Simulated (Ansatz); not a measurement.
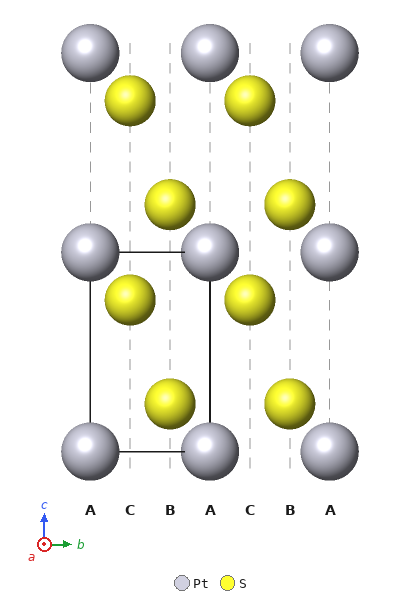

The picture looks along a close-packed row of the hexagonal mesh; c points upwards. The dashed lines mark the three columns A (0, 0), B (1/3, 2/3) and C (2/3, 1/3). The sequence starts with the first layer at or above the cell's origin.

The compound is PtS₂ (space group P-3m1, No. 164), taken as the input geometry of an electronic-structure calculation (not necessarily at equilibrium); the starting structure was generated, so it need not be a known form of this composition.

> Give the sequence of layers in one repeat, with element and column.

Pt(A) – S(B) – S(C) (three layers in 5.12 Å).

> How are the S layers alone stacked?

S layers alone: BC, the hexagonal close-packed type.

> Which positions between or in the S layers do the other atoms fill?

Pt: one octahedral site (per hexagonal cell). One of the two gaps between S layers is empty, 2.67 Å wide.

> What short polytype symbol fits?

Polytype symbol 1T, the symbol of a layered MX2 polytype (number of slabs in the repeat and lattice).
